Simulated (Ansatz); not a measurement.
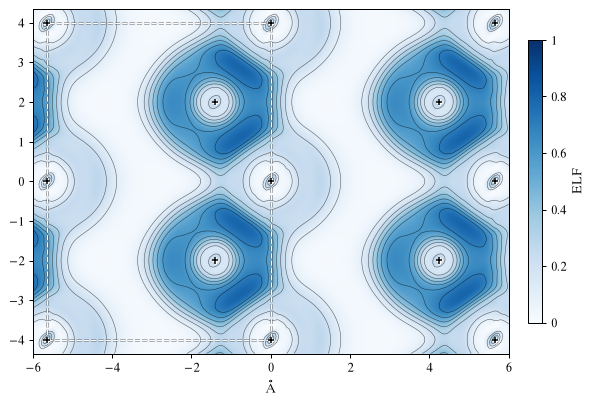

The ELF on a plane through atoms (crosses mark nuclei in the plane).

Theory: Ansatz, DFT r2SCAN, scalar-relativistic, plane waves, PAW.

Candidates:
A. Ir, a = 2.88 Å, b = 2.88 Å, c = 3.97 Å, α = 90.00°, β = 90.00°, γ = 120.00°. Space group P6₃/mmc; a structure from a database of computed crystals, not necessarily the ambient phase; computed pressure about 11 GPa in this cell; computed without spin polarisation.
B. CoSn$_{3}$, a = 16.95 Å, b = 6.23 Å, c = 6.24 Å, α = 90.00°, β = 90.00°, γ = 90.00°. Space group Cmce; a structure from a database of computed crystals, not necessarily the ambient phase; computed without spin polarisation.
C. GaAs, a = 5.65 Å, b = 5.65 Å, c = 5.65 Å, α = 90.00°, β = 90.00°, γ = 90.00°. Space group F-43m.

Q: Which system is this?

A: Candidate C: GaAs on the (110) plane of the conventional cell, which holds Ga and As. Ga–As (2.45 Å): the ELF peaks at about 0.80 between the atoms: a covalent bond.
